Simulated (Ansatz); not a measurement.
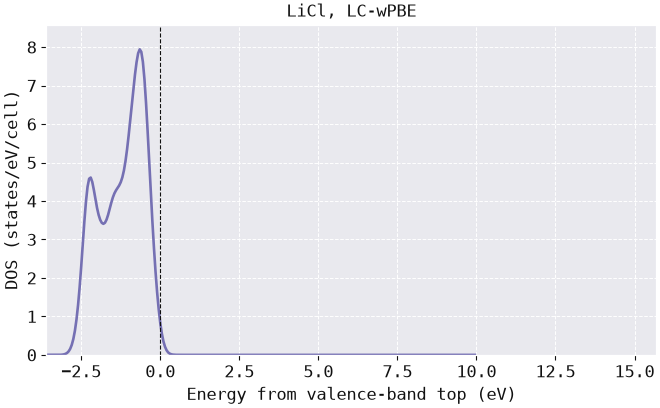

What does this figure show?

Density of states of LiCl, space group P6_3mc (No. 186), 4 atoms in the cell. Method: DFT, LC-wPBE, plane waves, PAW, no spin polarisation, 6×6×4 k mesh, 420 eV cutoff (Ansatz). Energies are counted from the top of the valence band. The curve is built from the levels of the k mesh with Gaussians 0.4 eV wide, which also blur the band edges.

There is a gap; over the k points computed it is 12.69 eV (direct among those points). The upper group of valence states starts about 2.7 eV under the valence-band top, with a gap beneath it; it holds about 12 electrons a cell. Within the window shown, the tallest peak of the filled states lies 0.6 eV under the valence-band top, at about 7.9 states per eV and cell.
